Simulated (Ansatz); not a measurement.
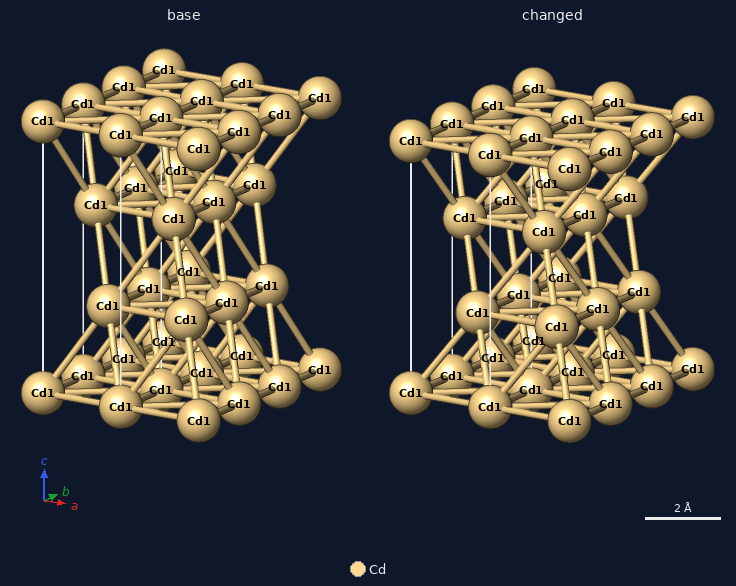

Left: a symmetric starting cell of Cd. Right: the same structure after one change, at the same scale. A ball-and-stick model of the conventional cell (3 times the calculation's cell), repeated 2 × 3 × 1 with one cell outlined, seen slightly off an axis. Lengths and directions refer to the drawn axes.

All numbers below come from DFT PBE, scalar-relativistic, plane waves, PAW (Ansatz). (plane-wave cutoff 420 eV; k-point mesh 18 × 18 × 18; occupations gaussian; smearing width 0.1 eV; no spin polarisation)

### Which change leads from the left to the right?

The cell is strained by −7.2 % along c and +1.8 % across it (volume −3.8 %), the atoms keeping their fractional coordinates. No relaxation follows. The starting cell wasn't computed here and needn't be at equilibrium, so pressure and forces aren't due to the change alone.

### How do the computed properties respond?

The pressure is 5.6 GPa (not all of it need come from the change, since the unchanged cell can be under pressure at this level too). The principal stresses (compression positive) are 8.7 GPa along c and 4.0 GPa across it. All forces vanish by symmetry. Near-neighbour distances before and after: Cd–Cd 3.074 → 2.956 Å, Cd–Cd 3.216 → 3.274 Å. The space group stays R-3m (No. 166).
